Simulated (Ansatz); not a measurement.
# Single-point calculation, with input and output: TaN (part 2 of 2)

Continued. System: TaN (Fm-3m, 2 atoms in the cell). Method: DFT PBEsol+U, scalar-relativistic, plane waves, PAW, Ueff = 7 eV on Ta atom 1 d, spin-polarised (Ansatz 0.2.0); cutoff 420 eV, 7×7×7 k-mesh, Gaussian smearing of 0.05 eV, collinear spins. The structure derives from an entry of the Crystallography Open Database. It belongs to a series of runs on one base structure; here: from atoms, default search.

Geometry of the input (Å; fractional positions):
```
0.0000  2.1790  2.1790
2.1790  0.0000  2.1790
2.1790  2.1790  0.0000
Ta 0.5000  0.5000  0.5000
N  0.0000  0.0000  0.0000
```

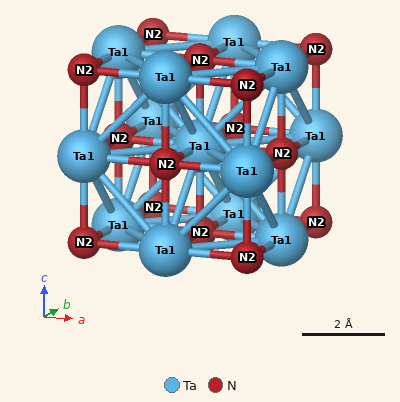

**Figure 1.** The input geometry (ball-and-stick view of the cell 4 times as large as that of the calculation, set on its symmetry axes, seen slightly off an axis; atoms are numbered from 1 in the order of the input). An atom can appear more than once, as a periodic image.

**Log, continued**
```
SCF iter   1: F=—  HF=-10186.496934 eV  |F-HF|=—  |Δ(HF+E_count)|=         —  Δρ=4.22e-2 (↑4.19e-2 ↓4.22e-2)  dr2=7.21e-1  dr2_m=3.67e-3  M=0.014 μB ∫|m|=0.023 μB  ethr=5.56e-6  ⟨swp⟩=1.0  Hψ=14180  notcnv=0
preconditioner: auto → none  [insulator: Δε(μ)=0.059 eV  Ē_g=12.878 eV  σ=0.050 eV  W_gap=0.60  n_scr=8 (ndim 8)  ℏωp=25.8 eV  f_vac=0.000  D(μ)=0.44/eV (n_scr^D=0)  ε∞_Penn≈5.0]
SCF iter   2: F=—  HF=-10187.246145 eV  |F-HF|=—  |Δ(HF+E_count)|=         —  Δρ=9.19e-3 (↑9.12e-3 ↓9.19e-3)  dr2=7.49e-2  dr2_m=9.67e-6  M=0.002 μB ∫|m|=0.012 μB  ethr=5.56e-6  ⟨swp⟩=1.0  Hψ=10534  notcnv=0
SCF iter   3: F=—  HF=-10187.231230 eV  |F-HF|=—  |Δ(HF+E_count)|=   1.49e-2  Δρ=1.60e-3 (↑1.56e-3 ↓1.60e-3)  dr2=2.19e-3  dr2_m=1.61e-6  M=0.002 μB ∫|m|=0.012 μB  ethr=5.56e-6  ⟨swp⟩=1.0  Hψ=5806  notcnv=0
SCF iter   4: F=—  HF=-10187.233148 eV  |F-HF|=—  |Δ(HF+E_count)|=   1.92e-3  Δρ=1.87e-4 (↑1.87e-4 ↓1.57e-4)  dr2=1.34e-5  dr2_m=1.94e-6  M=0.020 μB ∫|m|=0.024 μB  ethr=5.56e-6  ⟨swp⟩=1.0  Hψ=4315  notcnv=0
SCF iter   5: F=—  HF=-10187.235995 eV  |F-HF|=—  |Δ(HF+E_count)|=   2.85e-3  Δρ=1.38e-3 (↑3.00e-4 ↓1.38e-3)  dr2=1.67e-4  dr2_m=1.14e-4  M=0.073 μB ∫|m|=0.143 μB  ethr=7.43e-8  ⟨swp⟩=1.0  Hψ=6705  notcnv=0
SCF iter   6: F=—  HF=-10187.266883 eV  |F-HF|=—  |Δ(HF+E_count)|=   3.09e-2  Δρ=5.44e-4 (↑5.09e-4 ↓5.44e-4)  dr2=8.41e-5  dr2_m=2.52e-5  M=0.004 μB ∫|m|=0.364 μB  ethr=7.43e-8  ⟨swp⟩=1.0  Hψ=7383  notcnv=0
SCF iter   7: F=—  HF=-10187.272474 eV  |F-HF|=—  |Δ(HF+E_count)|=   5.59e-3  Δρ=6.00e-4 (↑4.99e-4 ↓6.00e-4)  dr2=5.40e-5  dr2_m=4.04e-5  M=-0.049 μB ∫|m|=0.518 μB  ethr=7.43e-8  ⟨swp⟩=1.0  Hψ=6919  notcnv=0
SCF iter   8: F=—  HF=-10187.276537 eV  |F-HF|=—  |Δ(HF+E_count)|=   4.06e-3  Δρ=1.79e-4 (↑1.79e-4 ↓1.72e-4)  dr2=1.57e-5  dr2_m=1.60e-6  M=-0.021 μB ∫|m|=0.570 μB  ethr=7.43e-8  ⟨swp⟩=1.0  Hψ=6595  notcnv=0
SCF iter   9: F=—  HF=-10187.276584 eV  |F-HF|=—  |Δ(HF+E_count)|=   4.68e-5  Δρ=5.41e-5 (↑5.41e-5 ↓4.36e-5)  dr2=8.98e-7  dr2_m=1.76e-7  M=-0.007 μB ∫|m|=0.568 μB  ethr=7.43e-8  ⟨swp⟩=1.0  Hψ=5497  notcnv=0
SCF iter  10: F=—  HF=-10187.276588 eV  |F-HF|=—  |Δ(HF+E_count)|=   4.02e-6  Δρ=1.79e-5 (↑1.07e-5 ↓1.79e-5)  dr2=7.25e-8  dr2_m=1.95e-8  M=-0.002 μB ∫|m|=0.568 μB  ethr=5.56e-10  ⟨swp⟩=1.2  Hψ=5302  notcnv=0
SCF iter  11: F=—  HF=-10187.276588 eV  |F-HF|=—  |Δ(HF+E_count)|=   2.90e-7  Δρ=4.21e-6 (↑4.21e-6 ↓1.36e-6)  dr2=2.68e-9  dr2_m=1.03e-9  M=-0.000 μB ∫|m|=0.568 μB  ethr=4.03e-10  ⟨swp⟩=1.0  Hψ=5229  notcnv=0
SCF iter  12: F=-10187.276588 eV  HF=-10187.276588 eV  |F-HF|=5.46e-12  |Δ(HF+E_count)|=   1.03e-8  Δρ=3.62e-7 (↑2.71e-7 ↓3.62e-7)  dr2=2.39e-11  dr2_m=8.09e-12  M=-0.000 μB ∫|m|=0.568 μB  ethr=1.49e-11  ⟨swp⟩=1.0  Hψ=5234  notcnv=0
SCF iter  13: F=-10187.276588 eV  HF=-10187.276588 eV  |F-HF|=5.46e-12  |Δ(HF+E_count)|=  1.82e-12  Δρ=3.63e-7 (↑2.71e-7 ↓3.63e-7)  dr2=2.41e-11  dr2_m=8.15e-12  M=-0.000 μB ∫|m|=0.568 μB  ethr=1.00e-12  ⟨swp⟩=1.0  Hψ=5753  notcnv=0
SCF 3 converged in 13 iterations: F = -10187.276588 eV  dr2 = 2.41e-11
iter 1 solved again at ethr=7.61e-8 eV; its pass at ethr=3.10e-3 eV (dr2=1.37e-5 eV) is discarded
SCF iter   1: F=—  HF=-10187.349398 eV  |F-HF|=—  |Δ(HF+E_count)|=         —  Δρ=1.21e-6 (↑9.56e-7 ↓1.21e-6)  dr2=5.09e-10  dr2_m=5.05e-11  M=0.047 μB ∫|m|=0.604 μB  β_m=0.30  ethr=7.61e-8  ⟨swp⟩=2.9  Hψ=9623  notcnv=0
eigensolver tolerance schedule: the retry pair's looser diagonalisation over-reported the residual by 26941.67 of it (diagonalisation noise at 1.96 of the residual, at the tolerance the schedule requests for it); recorded, not acted on — ethr = c·dr2/N_el stays at c = 1.0e-1
preconditioner: auto → none  [insulator: Δε(μ)=0.126 eV  Ē_g=12.567 eV  σ=0.050 eV  W_gap=0.69  n_scr=8 (ndim 8)  ℏωp=25.8 eV  f_vac=0.000  D(μ)=0.21/eV (n_scr^D=0)  ε∞_Penn≈5.2]
SCF iter   2: F=-10187.349398 eV  HF=-10187.349398 eV  |F-HF|=1.22e-10  |Δ(HF+E_count)|=   2.73e-9  Δρ=7.84e-7 (↑7.60e-7 ↓7.84e-7)  dr2=2.15e-10  dr2_m=2.81e-11  M=0.047 μB ∫|m|=0.604 μB  ethr=2.83e-12  ⟨swp⟩=9.3  Hψ=7107  notcnv=0
SCF 4 converged in 2 iterations: F = -10187.349398 eV  dr2 = 2.15e-10
Symmetry: 4 space group operations
k-points: 100 of 343
Initial wavefunctions: those read from a saved state, or passed on in memory by an earlier step or the calling program
iter 1 solved again at ethr=1.19e-12 eV; its pass at ethr=5.56e-6 eV (dr2=2.15e-10 eV) is discarded
SCF iter   1: F=—  HF=-10187.349398 eV  |F-HF|=—  |Δ(HF+E_count)|=         —  Δρ=7.84e-7 (↑7.60e-7 ↓7.84e-7)  dr2=2.15e-10  dr2_m=2.81e-11  M=0.047 μB ∫|m|=0.604 μB  ethr=1.19e-12  ⟨swp⟩=1.0  Hψ=18743  notcnv=0
SCF iter   2: F=—  HF=-10187.349417 eV  |F-HF|=—  |Δ(HF+E_count)|=   1.85e-5  Δρ=7.98e-5 (↑7.00e-5 ↓7.98e-5)  dr2=5.22e-7  dr2_m=9.07e-7  M=0.047 μB ∫|m|=0.603 μB  ethr=5.56e-6  ⟨swp⟩=1.0  Hψ=13476  notcnv=0
SCF iter   3: F=—  HF=-10187.349428 eV  |F-HF|=—  |Δ(HF+E_count)|=   1.15e-5  Δρ=1.55e-5 (↑1.31e-5 ↓1.55e-5)  dr2=1.11e-7  dr2_m=6.02e-9  M=0.047 μB ∫|m|=0.602 μB  ethr=8.93e-9  ⟨swp⟩=1.0  Hψ=8206  notcnv=0
SCF iter   4: F=-10187.349428 eV  HF=-10187.349428 eV  |F-HF|=1.42e-9  |Δ(HF+E_count)|=   6.06e-8  Δρ=2.17e-6 (↑1.86e-6 ↓2.17e-6)  dr2=2.20e-9  dr2_m=1.40e-10  M=0.047 μB ∫|m|=0.602 μB  ethr=5.56e-10  ⟨swp⟩=1.0  Hψ=7552  notcnv=0
an SCF along what the orbitals of the run's state read of its open shells (or to have them read: on a GPU, or by another smearing), with 44 of the crystal's symmetry operations given up (100 k-points in place of 20), reached no lower state that the run goes on to. This is no proof of a minimum
SCF converged after 2 iterations
Magnetization: 0.0466 μB (9.0233 up, 8.9767 down)
Absolute magnetization: 0.6236 μB (∫|ρ↑−ρ↓|, with the PAW one-centre terms)
Spin contamination: 0.4900 ħ² per cell (⟨S²⟩ above its minimum at these occupations)
Per-site moments (μB) at R_I (Å): [(0.03183986624620783, 0.898838040375), (0.0402341527639976, 0.898838040375)]
Free energy (F): -10187.349398 eV
Harris-Foulkes:  -10187.349398 eV  (|F-HF|=1.22e-10)
Internal energy: -10187.349141 eV  (E = F + TS)
E sigma→0 (E₀):  -10187.349270 eV
Entropy (-TS):   -0.000257 eV (-0.129 meV/atom)
Fermi energy:    21.722361 eV
--- Per-component energies (eV) ---
  E_band       = -36.199190
  E_kinetic    = 505.134114
  E_local      = -569.056871  (includes V_loc(G=0)·N_el)
  E_nonlocal   = 63.425101
  E_hartree    = 192.714271
  E_xc         = -279.096725
  E_vxc        = -283.222798  (∫ρ·V_xc dr)
  E_hubbard    = -1.185781  (on-site DFT+U / exact-exchange correction)
  E_vhub       = -2.371554  (the Hubbard potential's part of the band-sum identity)
  E_paw        = -8396.005708  (= ΣΔE_a)
  E_vpaw       = -135.535622  (= ΣTr[D̂ρ^β])
  E_aug_tail   = 0.000236  (compensation charges beyond the density's cutoff)
  E_ewald      = -1703.519524
  E_core_change = 0.241745  (= ΣΔE_core)
  E_smearing   = -0.000257  (= −TS)
  E_closure    = 0.000000  (closes the sum)
  Σ components = -10187.349398   (vs F -10187.349398, Δ=0.00e0)
DFT+U double counting: amf (around mean field; hamiltonian.hubbard.double_counting)
--- Forces (eV/Å), atoms counted from 1 ---
  atom   1  Ta     0.00000000    -0.00000000     0.00000000
  atom   2  N     -0.00000000     0.00000000    -0.00000000
  max |Σ_I F_I| component: 9.47e-30 eV/Å
--- Stress (GPa, compression-positive) ---
       17.997136      -3.158456      -3.158456
       -3.158456      17.997136      -3.158456
       -3.158456      -3.158456      17.997136
  P = ⅓ Tr σ = 17.9971 GPa (179.971 kbar)
--- Band table (eV; the first three rows and the last of 88) ---
  k-point 0 ↑: bands = ["-47.0862", "-13.3464", "-13.3464", "-13.3417", "3.2383", "16.6797", "18.3523", "18.4146", "18.4146", "21.1186", "21.1186", "22.8479", "22.8479", "24.0200"]
  k-point 1 ↑: bands = ["-47.0732", "-13.5392", "-13.3632", "-13.3608", "3.7451", "16.0246", "16.8773", "17.2580", "18.3136", "21.6026", "21.7402", "24.4612", "24.4940", "25.3203"]
  k-point 2 ↑: bands = ["-47.0404", "-13.9516", "-13.4012", "-13.4004", "4.9966", "13.8272", "15.2730", "15.7390", "19.5371", "22.5465", "23.2712", "27.2735", "27.4161", "27.4528"]
  k-point 43 ↓: bands = ["-46.9789", "-13.9348", "-13.6845", "-13.5850", "6.2750", "12.5024", "14.7369", "14.8262", "22.2054", "22.8486", "24.9017", "27.6561", "29.8320", "30.2929"]
Occupation matrices written to [file]
--- Löwdin populations: 2 sites ---
  site symbol       q [e]    m [muB]
     0     Ta     12.1986     0.0011
     1      N      5.7253     0.0482
  spilling = 0.004232 (of n_electrons = 18.000000)
--- Occupation matrices: 1 shell (run DFT+U table (all-electron-ortho-atomic); ε = 3.34e-4) ---
  Ta0 d_5D: site group Oh (m-3m)
  Ta0 d_5D up     Tr n = 1.9008  λ = 0.238 0.238 0.297 0.297 0.830  [2× xz 0.33 (T2g 1.00) T2g(1.00) | 2× z2 0.50 (Eg 1.00) Eg(1.00) | xz 0.33 (T2g 1.00) T2g(1.00)]
  Ta0 d_5D dn     Tr n = 1.8995  λ = 0.238 0.296 0.296 0.535 0.535  [xz 0.33 (T2g 1.00) T2g(1.00) | 2× z2 0.50 (Eg 1.00) Eg(1.00) | 2× xz 0.33 (T2g 1.00) T2g(1.00)]
  Tr n, λ and their labels are of the run-group-symmetrised matrices; stabiliser: 12 of 96 elements of G0×{1,Θ} (closed), max defect 1.5e-15 at τ = 7.1e-5
```

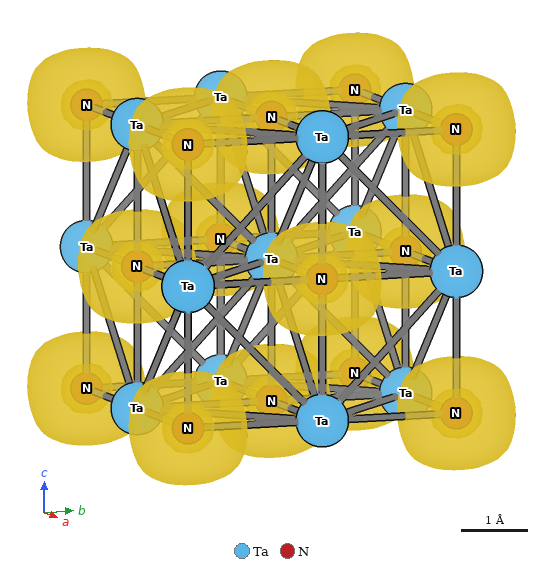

**Figure 2.** Isosurface of the electron localisation function at 0.6 (yellow), seen slightly off an axis. Only the valence region is drawn (cores and ρ < 0.01 e/Å³ removed). Sticks mark near contacts. The outline is the cell set on symmetry axes. Values along the shortest contacts: Ta–N (2.18 Å): the ELF is about 0.15 at the midpoint; a polar contact without a shared pair, in a metal. Ta–Ta (3.08 Å): the ELF is about 0.20 at the midpoint (no shared electron pair). The fields are those of the smooth PAW valence density.

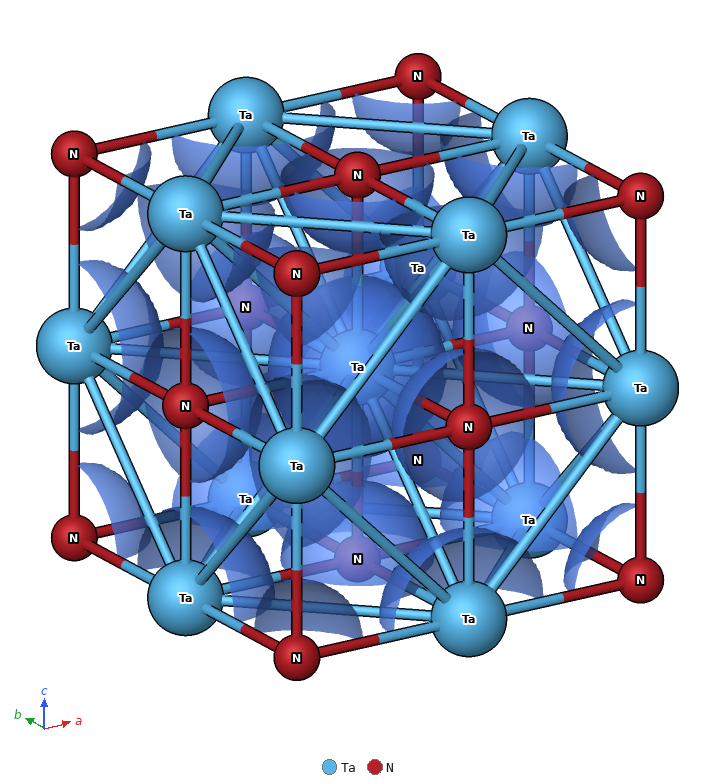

**Figure 3.** Isosurface of the valence electron density at 0.8 e/Å³ (blue), seen at an oblique angle. Sticks mark near contacts. The outline is the cell set on symmetry axes. At this value the density breaks into separate islands; it holds about 70 % of the electrons treated as valence (semicore included). It is pinched off along the Ta–N (2.18 Å) and Ta–Ta (3.08 Å) contacts. On the grid the lowest density along these lines, outside the cores, is 0.56 e/Å³ (Ta–N, 2.18 Å) and 0.24 e/Å³ (Ta–Ta, 3.08 Å).

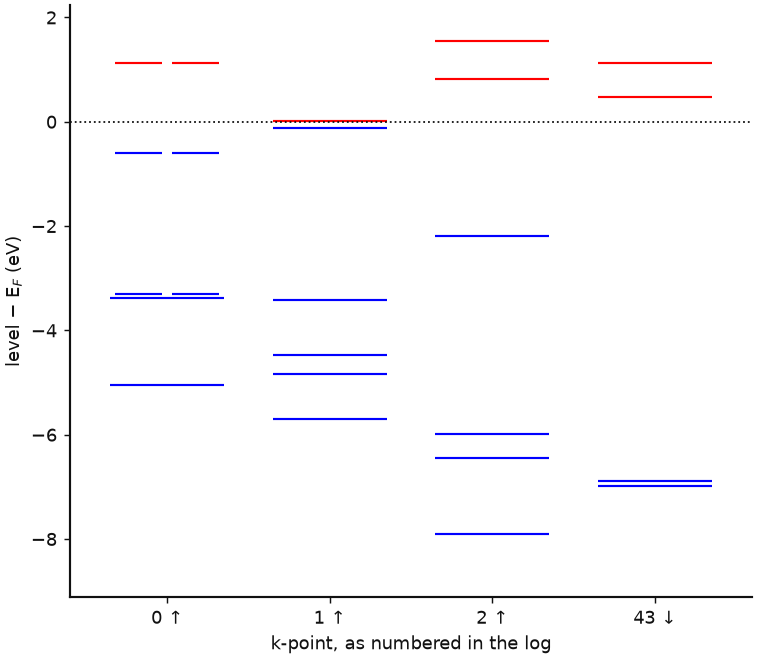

**Figure 4.** Kohn–Sham levels near the Fermi level (dotted) at the few k-points that the log prints; levels within 0.02 eV of each other stand side by side. The system is metallic on the full mesh.
